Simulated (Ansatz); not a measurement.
**Bi2Se3: one change and its effect**

System: Bi2Se3 (R-3m, 5 atoms in the cell).
Method of run 1: DFT, r2SCANh, plane waves, PAW, no spin polarisation (Ansatz 0.2.0).

The structure derives from an entry of the Crystallography Open Database. The geometry comes from this level: r2SCAN. Text and figures count atoms from 1; the logs count them from 0 in places.

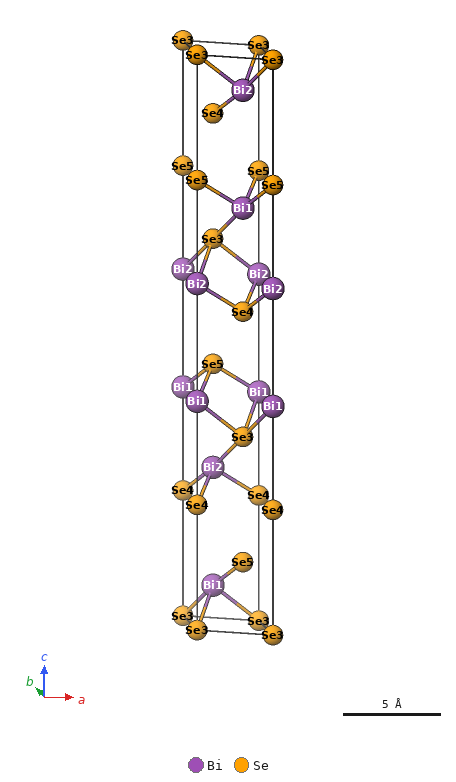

Fig. 1: The structure as given in the input (ball-and-stick view of the cell 3 times as large as that of the calculation, set on its symmetry axes, seen slightly off an axis; atoms are numbered from 1 in the order of the input).

### Input, run 1
```yaml
crystal:
  lattice:
    - [2.0810950888, 1.2015208097, 10.0657286619]
    - [-2.0810950888, 1.2015208097, 10.0657286619]
    - [0.0, -2.4030416195, 10.0657286619]
  atoms:
    - { symbol: Bi, position: [0.3976387545, 0.3976387545, 0.3976387545] }
    - { symbol: Bi, position: [0.6023612455, 0.6023612455, 0.6023612455] }
    - { symbol: Se, position: [0.0, 0.0, 0.0] }
    - { symbol: Se, position: [0.2176967666, 0.2176967666, 0.2176967666] }
    - { symbol: Se, position: [0.7823032334, 0.7823032334, 0.7823032334] }
kpoints:
  mp_grid: { grid: [4, 4, 4] }
  band_path:
    path:
      - [0.0, 0.0, 0.0]
      - [0.5, 0.5, 0.5]
      - [0.8238342675, 0.1761657325, 0.5]
      - [0.5, -0.1761657325, 0.1761657325]
      - [0.5, 0.0, 0.0]
      - [0.3380828662, -0.3380828662, 0.0]
      - [0.6619171338, 0.0, 0.3380828662]
      - [0.5, 0.0, 0.5]
    npoints: 1
hamiltonian:
  xc: r2scanh
scf:
  occupations: { method: fixed }
  n_extra_bands: 5
output:
  forces: true
  stress: true
  eigenvalues: true
  write_density: true
  write_potential: true
  elf: true
  volumetric_format: npy
```

Command:
```bash
ansatz run input.yaml --threads 4 --pin off --max-ram 9216MiB --backend cpu --events-out ev --progress --plain --runs-dir out
```

Hardware: 4 threads of Arm Neoverse V2, 24 GiB of memory available, shared host.

### Output, shortened to warnings, some set-up lines, iterations and results (run 1)
```
Warning: output.stress: scf.convergence.dr2_threshold = 1e-7 eV (the SCF's general default) is looser than the 5e-10 eV advised for a printed stress (1e-10 eV for each atom of the cell: 5). What an SCF threshold leaves in a stress goes as its square root, and in the free energy as the threshold itself, and one threshold admits the most on a small cell: of the crystals measured, under no hybrid …
Warning: output.stress: scf.exx.energy_threshold = 1e-6 eV is looser than the 5e-8 eV advised for a stress under a hybrid functional (1e-8 eV for each atom of the cell: 5). Every SCF of the exchange loop can meet its threshold on dr2 while the loop round them stops early: no threshold on dr2 bounds what that leaves in the stress. Set scf.exx.energy_threshold to 5e-8 eV or tighter. The threshold …
Basis set: ecut = 500 eV, 3871 PW (Γ), FFT grids on a1−a2, a2, −a2+a3, exchange–correlation on 128×320×128 points (64 copies of the dense FFT grid, shifted against one another)
Symmetry: 12 space group operations
k-points: 13 of 64
Initial density: superposition of atomic densities (neutral atoms: chi_scale 0, normalization atom), corrected by the library's trained network
[...]
SCF iter   1: F=—  HF=-41258.652963 eV  |F-HF|=—  |Δ(HF+E_count)|=         —  Δρ=4.49e-3  dr2=7.40e-2  dr2_τ=1.23e-2  ethr=1.77e-3  ⟨swp⟩=5.9  Hψ=2227  notcnv=0
SCF iter   2: F=—  HF=-41258.692777 eV  |F-HF|=—  |Δ(HF+E_count)|=   3.98e-2  Δρ=4.72e-3  dr2=2.57e-1  dr2_τ=2.70e-3  ethr=9.49e-5  ⟨swp⟩=4.0  Hψ=1621  notcnv=0
SCF iter   3: F=—  HF=-41258.671875 eV  |F-HF|=—  |Δ(HF+E_count)|=   2.09e-2  Δρ=2.79e-3  dr2=8.48e-2  dr2_τ=6.26e-4  ethr=9.49e-5  ⟨swp⟩=4.0  Hψ=1445  notcnv=0
SCF iter   4: F=—  HF=-41258.662704 eV  |F-HF|=—  |Δ(HF+E_count)|=   9.17e-3  Δρ=1.08e-3  dr2=8.02e-3  dr2_τ=2.53e-5  ethr=9.49e-5  ⟨swp⟩=3.0  Hψ=1284  notcnv=0
SCF iter   5: F=—  HF=-41258.662226 eV  |F-HF|=—  |Δ(HF+E_count)|=   4.78e-4  Δρ=2.59e-4  dr2=1.32e-4  dr2_τ=2.89e-6  ethr=1.72e-7  ⟨swp⟩=4.2  Hψ=3053  notcnv=0
[... 9 lines ...]
SCF iter   1: F=—  HF=-41255.659032 eV  |F-HF|=—  |Δ(HF+E_count)|=         —  Δρ=6.86e-6  dr2=5.38e-8  dr2_τ=1.42e-9  ethr=1.37e-8  ⟨swp⟩=3.0  Hψ=1292  notcnv=0
SCF iter   2: F=—  HF=-41255.659032 eV  |F-HF|=—  |Δ(HF+E_count)|=   8.21e-8  Δρ=2.93e-6  dr2=1.02e-8  dr2_τ=1.20e-9  ethr=5.06e-11  ⟨swp⟩=4.2  Hψ=2368  notcnv=0
SCF iter   3: F=—  HF=-41255.659032 eV  |F-HF|=—  |Δ(HF+E_count)|=   1.48e-8  Δρ=1.88e-6  dr2=5.64e-9  dr2_τ=1.76e-10  ethr=1.09e-11  ⟨swp⟩=3.8  Hψ=1807  notcnv=0
SCF iter   4: F=-41255.659032 eV  HF=-41255.659032 eV  |F-HF|=2.62e-10  |Δ(HF+E_count)|=  3.86e-10  Δρ=8.20e-7  dr2=7.06e-10  dr2_τ=3.35e-11  ethr=6.75e-12  ⟨swp⟩=2.6  …
SCF 3 converged in 4 iterations: F = -41255.659032 eV  dr2 = 7.06e-10
  Residual-converged pass: ⟨swp⟩=3.0  Hψ=1698  notcnv=0  max |occ|·‖R‖ = 6.4e-7 eV (tolerance 7.0e-7 eV)  dr2=6.82e-10  dr2_τ=3.40e-11  dr2_onsite=3.57e-10  max |Δocc| = 0.0e0
hybrid outer 2: dexx = +1.642e-8 eV, tail = 2.46e-9 eV, Δε = 5.27e-4 eV (about 2.51e-5 eV left of the loop's levels), ΔF = 2.44e-3 eV/Å (tail 3.40e-4)
NSCF: frozen V_eff on 8 k-points
hybrid SCF converged: 2 outer / 10 inner (+6 warm-up), last move |dexx| = 1.64e-8 eV, tail = 2.46e-9 eV
Stability not checked: this state was not tested for a lower state beside it, because the functional holds exact exchange (a hybrid, or Hartree-Fock), whose exchange loop this test does not read (fock_operator; see scf.lower_state_search)
Free energy (F): -41255.659032 eV
Frozen-core exchange: fock
Harris-Foulkes:  -41255.659032 eV  (|F-HF|=2.62e-10)
Internal energy: -41255.659032 eV  (E = F + TS)
E sigma→0 (E₀):  -41255.659032 eV
Fermi energy:    7.465509 eV
--- Per-component energies (eV) ---
  E_band       = -1552.696798
  E_kinetic    = 952.596242
  E_local      = -10987.038227  (includes V_loc(G=0)·N_el)
  E_nonlocal   = -658.798897
  E_hartree    = 4894.430706
  E_xc         = -525.150293
  E_vxc        = -570.550412  (∫ρ·V_xc dr)
  E_exx        = -122.529665  (= α·E_x^exact, valence–valence)
  E_paw        = -27077.036225  (= ΣΔE_a)
  E_vpaw       = 135.177441  (= ΣTr[D̂ρ^β])
  E_aug_tail   = -0.001145  (compensation charges beyond the density's cutoff)
  E_vtau       = 32.116143  (kinetic-family band-sum trace: ∫τ·v_τ [+ j·A + Jᵃ·Aᵃ] dr)
  E_ewald      = -7727.890020
  E_core_change = -4.241510  (= ΣΔE_core)
  E_smearing   = -0.000000  (= −TS)
  E_closure    = 0.000001  (closes the sum)
  Σ components = -41255.659032   (vs F -41255.659032, Δ=0.00e0)
--- Forces (eV/Å), atoms counted from 1 ---
  atom   1  Bi     0.00000000    -0.00000000     0.08633371
  atom   2  Bi     0.00000000     0.00000000    -0.08633371
  atom   3  Se     0.00000000     0.00000000    -0.00000000
  atom   4  Se     0.00000000    -0.00000000     0.15511501
  atom   5  Se     0.00000000     0.00000000    -0.15511501
  max |Σ_I F_I| component: 2.78e-17 eV/Å
--- Stress (GPa, compression-positive) ---
       -0.583733       0.000000       0.000000
        0.000000      -0.583733       0.000000
        0.000000       0.000000      -0.679189
  P = ⅓ Tr σ = -0.6156 GPa (-6.156 kbar)
```

For run 2 the input was changed thus:
```diff
-  xc: r2scanh
+  xc: pbe0
```

How does run 2 compare with run 1?

The total energies belong to different methods, so their difference says nothing on which is more stable or more accurate. The gap on the mesh goes from 1.19 to 1.59 eV. The pressure goes from −0.62 to −0.77 GPa. The largest force goes from 0.155 to 0.212 eV/Å. The functional changes from r2scanh to PBE0. The SCF takes 23 iterations against 16. The default cutoff goes from 500 to 420 eV with the change. The plane waves at Γ go from 3871 to 2901.

### Output, shortened to warnings, some set-up lines, iterations and results (run 2)
```
Warning: output.stress: scf.convergence.dr2_threshold = 1e-7 eV (the SCF's general default) is looser than the 5e-10 eV advised for a printed stress (1e-10 eV for each atom of the cell: 5). What an SCF threshold leaves in a stress goes as its square root, and in the free energy as the threshold itself, and one threshold admits the most on a small cell: of the crystals measured, under no hybrid …
Warning: output.stress: scf.exx.energy_threshold = 1e-6 eV is looser than the 5e-8 eV advised for a stress under a hybrid functional (1e-8 eV for each atom of the cell: 5). Every SCF of the exchange loop can meet its threshold on dr2 while the loop round them stops early: no threshold on dr2 bounds what that leaves in the stress. Set scf.exx.energy_threshold to 5e-8 eV or tighter. The threshold …
Basis set: ecut = 420 eV, 2901 PW (Γ), FFT grids on a1−a2, a2, −a2+a3, exchange–correlation on 60×144×60 points (8 copies of the dense FFT grid, shifted against one another)
Symmetry: 12 space group operations
k-points: 13 of 64
Initial density: superposition of atomic densities (neutral atoms: chi_scale 0, normalization atom), corrected by the library's trained network
[...]
SCF iter   1: F=—  HF=-41202.291544 eV  |F-HF|=—  |Δ(HF+E_count)|=         —  Δρ=1.28e-3  dr2=3.32e-3  ethr=1.77e-3  ⟨swp⟩=5.9  Hψ=2238  notcnv=0
SCF iter   2: F=—  HF=-41202.293559 eV  |F-HF|=—  |Δ(HF+E_count)|=   2.02e-3  Δρ=5.81e-4  dr2=9.03e-4  ethr=4.26e-6  ⟨swp⟩=4.8  Hψ=2305  notcnv=0
SCF iter   3: F=—  HF=-41202.293733 eV  |F-HF|=—  |Δ(HF+E_count)|=   1.74e-4  Δρ=4.09e-4  dr2=1.34e-3  ethr=1.16e-6  ⟨swp⟩=4.0  Hψ=1477  notcnv=0
SCF iter   4: F=—  HF=-41202.293674 eV  |F-HF|=—  |Δ(HF+E_count)|=   5.93e-5  Δρ=2.23e-4  dr2=1.06e-4  ethr=1.16e-6  ⟨swp⟩=3.2  Hψ=1333  notcnv=0
SCF iter   5: F=-41202.293764 eV  HF=-41202.293732 eV  |F-HF|=3.18e-5  |Δ(HF+E_count)|=   5.88e-5  Δρ=1.23e-4  dr2=1.97e-5  ethr=1.36e-7  ⟨swp⟩=3.0  Hψ=1365  notcnv=0
[... 17 lines ...]
SCF iter   6: F=-41207.582179 eV  HF=-41207.582179 eV  |F-HF|=2.40e-10  |Δ(HF+E_count)|=   1.82e-9  Δρ=3.77e-7  dr2=4.84e-10  ethr=4.85e-12  ⟨swp⟩=3.2  Hψ=1618  notcnv=0
SCF 3 converged in 6 iterations: F = -41207.582179 eV  dr2 = 4.84e-10
SCF iter   1: F=—  HF=-41207.582179 eV  |F-HF|=—  |Δ(HF+E_count)|=         —  Δρ=1.49e-6  dr2=4.45e-9  ethr=5.22e-10  ⟨swp⟩=2.8  Hψ=1276  notcnv=0
SCF iter   2: F=-41207.582179 eV  HF=-41207.582179 eV  |F-HF|=2.18e-11  |Δ(HF+E_count)|=  5.31e-10  Δρ=3.07e-7  dr2=3.07e-10  ethr=4.06e-12  ⟨swp⟩=4.0  Hψ=2216  notcnv=0
SCF 4 converged in 2 iterations: F = -41207.582179 eV  dr2 = 3.07e-10
  Residual-converged pass: ⟨swp⟩=2.1  Hψ=1193  notcnv=0  max |occ|·‖R‖ = 7.8e-7 eV (tolerance 8.0e-7 eV)  dr2=3.08e-10  dr2_onsite=2.38e-11  max |Δocc| = 0.0e0
hybrid outer 3: dexx = +1.343e-9 eV, tail = 6.90e-10 eV, Δε = 7.33e-5 eV (about 1.33e-5 eV left of the loop's levels), ΔF = 2.26e-4 eV/Å (tail 1.88e-4)
the search or the solves at the SCF's close seem to have found levels that the self-consistency loop had missed (the run counts 1). By its estimate they hold under 1e-12 electrons; where the run keeps them, the occupations were computed again with them
NSCF: frozen V_eff on 8 k-points
hybrid SCF converged: 3 outer / 18 inner (+5 warm-up), last move |dexx| = 1.34e-9 eV, tail = 6.90e-10 eV
Stability not checked: this state was not tested for a lower state beside it, because the functional holds exact exchange (a hybrid, or Hartree-Fock), whose exchange loop this test does not read (fock_operator; see scf.lower_state_search)
Free energy (F): -41207.582179 eV
Frozen-core exchange: fock
Harris-Foulkes:  -41207.582179 eV  (|F-HF|=2.18e-11)
Internal energy: -41207.582179 eV  (E = F + TS)
E sigma→0 (E₀):  -41207.582179 eV
Fermi energy:    7.233320 eV
--- Per-component energies (eV) ---
  E_band       = -1636.451391
  E_kinetic    = 950.563387
  E_local      = -10982.005031  (includes V_loc(G=0)·N_el)
  E_nonlocal   = -660.434759
  E_hartree    = 4892.026580
  E_xc         = -473.838692
  E_vxc        = -449.551581  (∫ρ·V_xc dr)
  E_exx        = -306.311262  (= α·E_x^exact, valence–valence)
  E_paw        = -26896.781289  (= ΣΔE_a)
  E_vpaw       = 333.548945  (= ΣTr[D̂ρ^β])
  E_aug_tail   = -0.002609  (compensation charges beyond the density's cutoff)
  E_ewald      = -7727.890020
  E_core_change = -2.908483  (= ΣΔE_core)
  E_smearing   = -0.000000  (= −TS)
  E_closure    = 0.000000  (closes the sum)
  Σ components = -41207.582179   (vs F -41207.582179, Δ=0.00e0)
--- Forces (eV/Å), atoms counted from 1 ---
  atom   1  Bi     0.00000000    -0.00000000     0.08875425
  atom   2  Bi     0.00000000     0.00000000    -0.08875425
  atom   3  Se     0.00000000    -0.00000000    -0.00000000
  atom   4  Se     0.00000000    -0.00000000     0.21222244
  atom   5  Se     0.00000000     0.00000000    -0.21222244
  max |Σ_I F_I| component: 2.78e-17 eV/Å
--- Stress (GPa, compression-positive) ---
       -0.773042       0.000000       0.000000
        0.000000      -0.773042      -0.000000
        0.000000      -0.000000      -0.769608
  P = ⅓ Tr σ = -0.7719 GPa (-7.719 kbar)
```

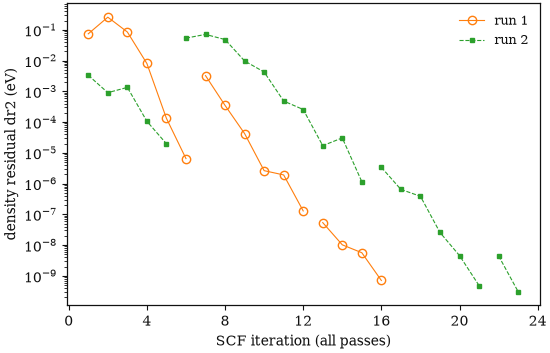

Fig. 2: Convergence of the two runs: density residual dr2 against the SCF iteration. A break in a curve parts two SCF passes. Run 1 takes 16 iterations in all, and run 2 takes 23.

### The two runs side by side

| quantity | run 1 | run 2 |
| --- | --- | --- |
| outcome | converged | converged |
| free energy per atom (eV) | −8251.1318 | −8241.5164 |
| gap on the mesh (eV) | 1.19 | 1.59 |
| pressure (GPa) | −0.62 | −0.77 |
| largest force (eV/Å) | 0.155 | 0.212 |
| SCF iterations | 16 | 23 |
| irreducible k-points | 13 | 13 |
| plane waves at Γ | 3871 | 2901 |
| wall time (shared host) | 2.9 min | 2.1 min |

For both runs: Warnings: the exchange loop's threshold is looser than advised for the stress; the SCF threshold is looser than advised for the printed stress. Spin–orbit coupling is left out, which matters for Bi.
